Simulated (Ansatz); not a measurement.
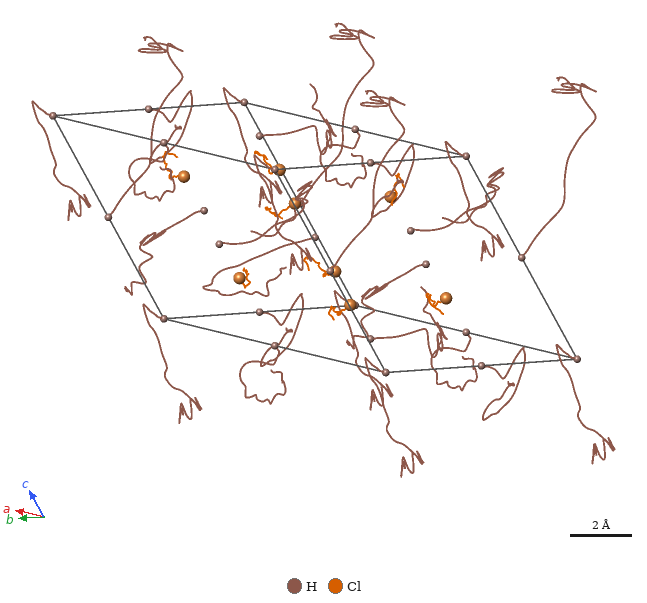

A Born-Oppenheimer molecular dynamics run of a 16-atom cell of HCl (set up in Fm-3m), 110 fs long. The cell was cut from the crystal with space group Fm-3m. Lines trace each atom's path, in the colour of its element; spheres stand at the starting positions. Seen from a free direction in the reduced simulation cell.

These are results of DFT PBEsol, scalar-relativistic, plane waves, PAW in Ansatz 0.2.0, not measurements. Set-up: plane-wave cutoff 420 eV; k-point mesh 3 × 3 × 3; Fermi-Dirac smearing 0.16 eV; low-accuracy preset; volume 1.1 times that of the relaxed crystal; Langevin thermostat (NVT); set temperature 1800 K; time step 0.5 fs; friction 0.02 per fs.

Q: What do the traces tell about the motion?

A: In the second half of the run the atoms are, in the root-mean-square, this far from where they began (common drift taken out): H 3.31 Å, Cl 0.87 Å. The potential energy sinks well below that of the force-free first frame, so the starting arrangement isn't stable at these settings: the atoms shift into a lower-energy one. Bond changes: 10 Cl–H bonds form between 10.5 fs and 97 fs; one Cl–H contact opens and closes in turn; 3 Cl–H bonds break between 22 fs and 100 fs. The mean temperature in the second half is 2563 K (standard deviation 535 K). That is above the set 1800 K, because the structure releases potential energy faster than the thermostat removes it. The potential energy is still drifting at the end, so the run hasn't reached equilibrium. The potential energy in the second half lies on average 1454 meV per atom below the first frame.

Limits of the set-up: the program's low-accuracy preset was used; layers or molecules are held without a dispersion correction, so their spacing is unreliable.

Cost: 19 min on 2 threads of Intel(R) Xeon(R) Platinum 8488C (Sapphire Rapids), with other jobs on the host, peak memory 0.94 GiB.
